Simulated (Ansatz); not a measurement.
The coordinates of a crystal:

```xyz
2
Lattice="2.5341 0.0000 0.0000 -1.2670 2.1946 0.0000 0.0000 0.0000 4.1126" Properties=species:S:1:pos:R:3 pbc="T T T"
Cu    0.0000    1.4631    1.0281
Cu    1.2670    0.7315    3.0844
```

### Interpret the file: composition, symmetry and coordination.

The element is copper. The symmetry is that of P6_3/mmc (No. 194), on a primitive hexagonal lattice. Among the common structure types it is hexagonal close-packed (Mg type). The cell holds two atoms. The neighbours of Cu are twelve Cu in an anticuboctahedral arrangement at 2.52 to 2.53 Å. The bonds build a three-dimensional framework.

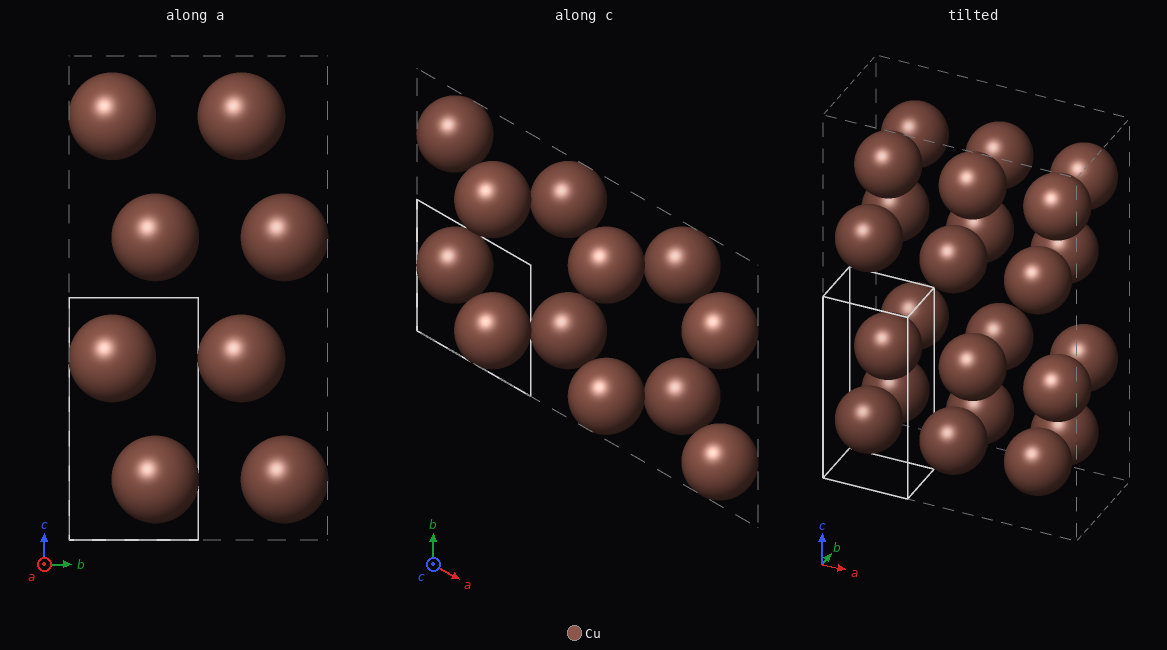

We look at a spheres-only model of the crystal along the a axis, along the c axis and slightly off an axis. The drawing covers 3×2×2 cells, and the solid lines enclose one conventional unit cell.

Provenance: a structure listed in the Materials Project. Earlier steps of the study, as a rule a relaxation of our own, may have changed the cell and positions, so they can lie some per cent off the listed ones. It went into a calculation with Ansatz.
